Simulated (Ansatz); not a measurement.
## Ni3Ge: geometry relaxation

- system: Ni3Ge (4 atoms in the cell)
- method: DFT PBEsol, scalar-relativistic, plane waves, PAW, no spin polarisation (Ansatz 0.2.0)

The structure derives from a Materials Project entry. The run did not end well. It belongs to a series of runs on one base structure; here: input fault: a relaxation cut at too few steps.

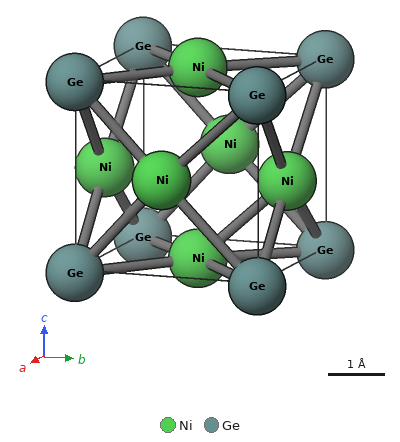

*The input geometry (ball-and-stick view of the cell of the calculation, seen slightly off an axis). An atom can appear more than once, as a periodic image.*

### Input file
```yaml
crystal:
  lattice:
    - [3.5303341067, 0.0, 0.0]
    - [0.0, 3.5303341067, 0.0]
    - [0.0, 0.0, 3.5303341067]
  atoms:
    - { symbol: Ni, position: [0.4589541945, -0.0432188201, 0.4304170039] }
    - { symbol: Ni, position: [-0.0117071451, 0.4660318714, 0.4987476222] }
    - { symbol: Ni, position: [0.5158453185, 0.4888834483, 0.0029241634] }
    - { symbol: Ge, position: [0.0067507498, -0.0026238645, -0.0149317793] }
basis:
  ecutwfc: 420
kpoints:
  mp_grid: { grid: [6, 6, 6] }
hamiltonian:
  xc: pbesol
scf:
  occupations: { method: gaussian, width: 0.1 }
output:
  forces: true
  stress: true
  eigenvalues: true
relax:
  adjacent_minimum: "off"
  f_tol: 0.005
  max_steps: 1
  cell: { stress_tol: 0.05 }
```

Run as:
```bash
ansatz run input.yaml --threads 1 --pin off --max-ram 2560MiB --backend cpu --events-out ev --progress --plain --runs-dir out
```

### Log
```
Engine: ansatz 0.2.0, x86_64-unknown-linux-gnu
Pseudopotentials: kind: paw
Pseudopotential: Ni, paw, valence charge 18, recommended cutoff 420 eV (normal), Ni.paw.azcp
Pseudopotential: Ge, paw, valence charge 14, recommended cutoff 420 eV (normal), Ge.paw.azcp
Functional definition: PBEsol
  exchange = pbesol_x
  correlation = pbesol_c
Crystal: 4 atoms, lattice volume = 43.999 Å³
Basis set: ecut = 420 eV, 847 PW (Γ), exchange–correlation on 48×48×48 points (8 copies of the dense FFT grid, shifted against one another)
Bands: 41, of which v1, the nominal top of the filled ones, is band 34 counted from 1 (33 counted from 0)
Symmetry: 1 space group operations
Space group: P1 (ITA 1), of the structure as read, at distance tolerance 3.5e-5 Å
k-points: 112 of 216 (time reversal used)
Non-local potential: Ni, projectors of the file, l = 0: 3, l = 1: 2, l = 2: 3, l = 3: 1
Non-local potential: Ge, projectors of the file, l = 0: 2, l = 1: 2, l = 2: 3, l = 3: 1
PAW form: soft (Blöchl's): semilocal exchange-correlation on the pseudo side does not see the compensation charge
PAW frozen core: Ni, regenerated for the run's functional, and the local potential with it (the file was generated under x = pbe(κ = 0.804, μ = 0.2195149727645171), c = pbe(β = 0.06672455060314922))
PAW frozen core: Ge, regenerated for the run's functional, and the local potential with it (the file was generated under x = pbe(κ = 0.804, μ = 0.2195149727645171), c = pbe(β = 0.06672455060314922))
PAW one-centre angular grid: Ni, 590 points (default); XC on 64 Gauss nodes
PAW one-centre angular grid: Ge, 590 points (default); XC on 64 Gauss nodes
Initial density: superposition of atomic densities (neutral atoms: chi_scale 0, normalization atom), corrected by the library's trained network
Initial wavefunctions: pseudopotential atomic-orbital guess
Functional: x = pbesol(κ = 0.804, μ = 0.12345679012345678), c = pbesol(β = 0.046)
SCF iter   1: F=—  HF=-21669.394958 eV  |F-HF|=—  |Δ(HF+E_count)|=         —  Δρ=2.07e-2  dr2=9.65e-2  ethr=1.77e-3  ⟨swp⟩=5.8  Hψ=15008  notcnv=0  defer=51
preconditioner: auto → Kerker (q_TF=auto, 2.934 Å⁻¹)  [metal: Δε(μ)=0.008 eV  Ē_g=13.222 eV  σ=0.100 eV  W_gap=0.04  n_scr=18 (ndim 8)  ℏωp=37.1 eV  f_vac=0.000  D(μ)=1.85/eV (n_scr^D=18)]
SCF iter   2: F=—  HF=-21669.377579 eV  |F-HF|=—  |Δ(HF+E_count)|=   1.74e-2  Δρ=5.20e-3  dr2=6.51e-3  ethr=1.42e-4  ⟨swp⟩=2.7  Hψ=9364  notcnv=0  defer=249
SCF iter   3: F=—  HF=-21669.376375 eV  |F-HF|=—  |Δ(HF+E_count)|=   1.20e-3  Δρ=1.49e-3  dr2=6.87e-4  ethr=9.57e-6  ⟨swp⟩=1.4  Hψ=4652  notcnv=0  defer=249
SCF iter   4: F=—  HF=-21669.376177 eV  |F-HF|=—  |Δ(HF+E_count)|=   1.98e-4  Δρ=3.39e-4  dr2=5.46e-5  ethr=1.01e-6  ⟨swp⟩=2.1  Hψ=6551  notcnv=0  defer=249
SCF iter   5: F=—  HF=-21669.376184 eV  |F-HF|=—  |Δ(HF+E_count)|=   7.58e-6  Δρ=2.51e-4  dr2=3.61e-5  ethr=8.02e-8  ⟨swp⟩=2.6  Hψ=6475  notcnv=0  defer=249
SCF iter   6: F=—  HF=-21669.376174 eV  |F-HF|=—  |Δ(HF+E_count)|=   9.96e-6  Δρ=6.46e-5  dr2=2.26e-6  ethr=5.31e-8  ⟨swp⟩=2.0  Hψ=5571  notcnv=0  defer=249
SCF iter   7: F=—  HF=-21669.376155 eV  |F-HF|=—  |Δ(HF+E_count)|=   1.90e-5  Δρ=2.25e-5  dr2=2.28e-7  ethr=3.33e-9  ⟨swp⟩=2.0  Hψ=6784  notcnv=0  defer=249
SCF iter   8: F=—  HF=-21669.376155 eV  |F-HF|=—  |Δ(HF+E_count)|=   7.35e-8  Δρ=8.55e-6  dr2=2.23e-8  ethr=3.35e-10  ⟨swp⟩=2.0  Hψ=7284  notcnv=0  defer=249
SCF iter   9: F=—  HF=-21669.376155 eV  |F-HF|=—  |Δ(HF+E_count)|=   1.99e-9  Δρ=2.13e-6  dr2=1.38e-9  ethr=3.27e-11  ⟨swp⟩=1.9  Hψ=5790  notcnv=0  defer=249
SCF iter  10: F=—  HF=-21669.376155 eV  |F-HF|=—  |Δ(HF+E_count)|=  2.55e-10  Δρ=1.03e-6  dr2=3.20e-10  ethr=2.03e-12  ⟨swp⟩=2.1  Hψ=6422  notcnv=0  defer=249
SCF iter  11: F=-21669.376155 eV  HF=-21669.376155 eV  |F-HF|=1.46e-11  |Δ(HF+E_count)|=  7.28e-11  Δρ=2.75e-7  dr2=2.24e-11  ethr=1.00e-12  ⟨swp⟩=7.9  Hψ=21548  notcnv=0
SCF 1 converged in 11 iterations: F = -21669.376155 eV  dr2 = 2.24e-11
  greatest PAW one-centre occupation: 1.001 electrons in one spin orbital (limit 2), on the Ni atom at site 0 (counted from 0), in its partial waves of l = 1
relax step   1: F+E_penalty+E_count = -21669.37615521 eV  Δ(F+E_penalty+E_count) = +0.000e0 eV  max|allowed force component| = 2.270e0 eV/Å  Δτ_max = 0.0000 Å  P = +4.744 GPa  Ω = 43.999 Å³  (11 SCF iters, accepted)
```

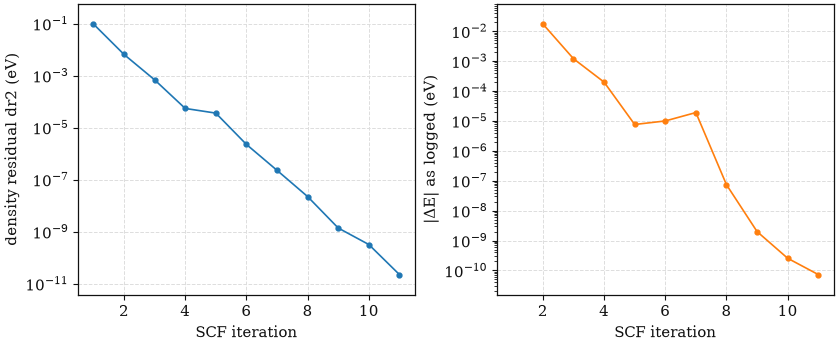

*Convergence of the self-consistent field: density residual dr2 and size of the energy change against the SCF iteration.*

The residual is still falling at the last step (down to 2 × 10⁻¹¹), so the run was stopped before it got there.

```
Step failed. What follows is not a result of the run: it is the report of the last solve that finished, which converged after 11 SCF iterations.
Free energy (F): -21669.376155 eV
Harris-Foulkes:  -21669.376155 eV  (|F-HF|=1.46e-11)
Internal energy: -21669.366674 eV  (E = F + TS)
E sigma→0 (E₀):  -21669.371414 eV
Entropy (-TS):   -0.009482 eV (-2.370 meV/atom)
Fermi energy:    18.548655 eV
--- Per-component energies (eV) ---
  E_band       = -840.219875
  E_kinetic    = 970.808223
  E_local      = -12256.914904  (includes V_loc(G=0)·N_el)
  E_nonlocal   = 2337.885808
  E_hartree    = 5201.597863
  E_xc         = -332.017068
  E_vxc        = -397.599944  (∫ρ·V_xc dr)
  E_paw        = -6771.665505  (= ΣΔE_a)
  E_vpaw       = -1897.596817  (= ΣTr[D̂ρ^β])
  E_aug_tail   = 0.001603  (compensation charges beyond the density's cutoff)
  E_ewald      = -10820.572496
  E_core_change = 1.509803  (= ΣΔE_core)
  E_smearing   = -0.009482  (= −TS)
  E_closure    = -0.000000  (closes the sum)
  Σ components = -21669.376155   (vs F -21669.376155, Δ=0.00e0)
--- Forces (eV/Å), atoms counted from 1 ---
  atom   1  Ni     1.20117390     0.87338208     2.26971072
  atom   2  Ni    -0.05033912     0.20422488     0.03230450
  atom   3  Ni    -0.46001962    -0.71032413    -1.50697194
  atom   4  Ge    -0.69081519    -0.36728338    -0.79504319
  max |Σ_I F_I| component: 5.59e-7 eV/Å
--- Stress (GPa, compression-positive) ---
        2.786232      -0.935542       1.854899
       -0.935542       5.631687       2.341362
        1.854899       2.341362       5.814020
  P = ⅓ Tr σ = 4.7440 GPa (47.440 kbar)
--- Band table (eV; the first three rows and the last of 112) ---
  k-point 0: bands = ["-84.2798", "-84.2368", "-84.2258", "-44.9446", "-44.9112", "-44.8748", "-44.8573", "-44.8448", "-44.8169", "-44.6920", "-44.6660", "-44.6571", "-6.0685", "-6.0672", "-6.0565", "-6.0537", "-6.0503", "5.9416", "13.6230", "14.6347", "14.6877", "15.0908", "15.1162", "15.1676", "16.6474", "16.9223", "17.0507", "17.0996", "17.5322", "17.7379", "17.9866", "18.1720", "18.4024", "18.5716", "18.5743", "18.8267", "22.4145", "25.1771", "25.2855", "29.1293", "29.2726"]
  k-point 1: bands = ["-84.2785", "-84.2373", "-84.2267", "-44.9408", "-44.9083", "-44.8735", "-44.8574", "-44.8435", "-44.8165", "-44.6961", "-44.6729", "-44.6572", "-6.0674", "-6.0608", "-6.0565", "-6.0536", "-6.0501", "6.2510", "13.4782", "14.2179", "14.8605", "15.0214", "15.0921", "15.2504", "16.3532", "16.4802", "16.7101", "16.9857", "17.5899", "17.6955", "17.8568", "18.0711", "18.3517", "18.4899", "19.2562", "19.3366", "23.0393", "25.2355", "26.4268", "28.2316", "28.4203"]
  k-point 2: bands = ["-84.2756", "-84.2385", "-84.2283", "-44.9327", "-44.9019", "-44.8740", "-44.8542", "-44.8407", "-44.8156", "-44.7062", "-44.6837", "-44.6598", "-6.0651", "-6.0566", "-6.0541", "-6.0498", "-6.0469", "7.0903", "11.8671", "14.4133", "14.8404", "14.8660", "15.3526", "15.4251", "16.2130", "16.3254", "16.5082", "16.7206", "17.3247", "17.4181", "17.5900", "17.9264", "18.0098", "18.5064", "20.7753", "20.8003", "23.2317", "25.0939", "25.9221", "26.2936", "26.8722"]
  k-point 111: bands = ["-84.2666", "-84.2420", "-84.2335", "-44.9614", "-44.9280", "-44.9141", "-44.8472", "-44.8058", "-44.7807", "-44.7631", "-44.6491", "-44.6274", "-6.0698", "-6.0668", "-6.0638", "-6.0282", "-6.0269", "9.4783", "14.1097", "14.3140", "14.4454", "14.6559", "14.7443", "14.9006", "16.1963", "16.4130", "16.4586", "17.0296", "17.2068", "17.2480", "17.3181", "17.4327", "17.7655", "18.2230", "18.3465", "18.5487", "19.2510", "22.5592", "22.7084", "22.7278", "35.8796"]
End of that report.
Error: variable-cell relaxation did not converge after 1 steps: max|allowed force component| = 2.27e0 eV/Å (threshold 5.0e-3), largest principal stress residual = 8.17e0 GPa on the free part of the cell (threshold 5.0e-2). Raise `relax.max_steps` over both its present limit and 1, loosen the thresholds, or start from a cell closer to the target (`relax.cell.p_target` or `relax.cell.sigma_target`). Where this run's directory can be resumed (`checkpoint.write`), a resume goes on for up to `relax.max_steps` more
```

### What the run reported

- outcome: not converged
- space group (tolerance 0.01 Å): P1 (1)
- hardware: 1 thread of Intel Xeon @ 2.50GHz (Skylake/Cascade Lake), 189 GiB of memory available, shared host
- wall time: 46 s
- peak memory: 0.45 GiB

### What went wrong

The run did not converge: “variable-cell relaxation did not converge after 1 steps: max|allowed force component| = 2.27e0 eV/Å (threshold 5.0e-3), largest principal stress residual = 8.17e0 GPa on the free part of the cell (threshold 5.0e-2). Raise `relax.max_steps` over both its present limit and 1, loosen the thresholds, or start from a cell closer to the target (`relax.cell.p_target` or `relax.cell.sigma_target`) …” Its last values are not results.
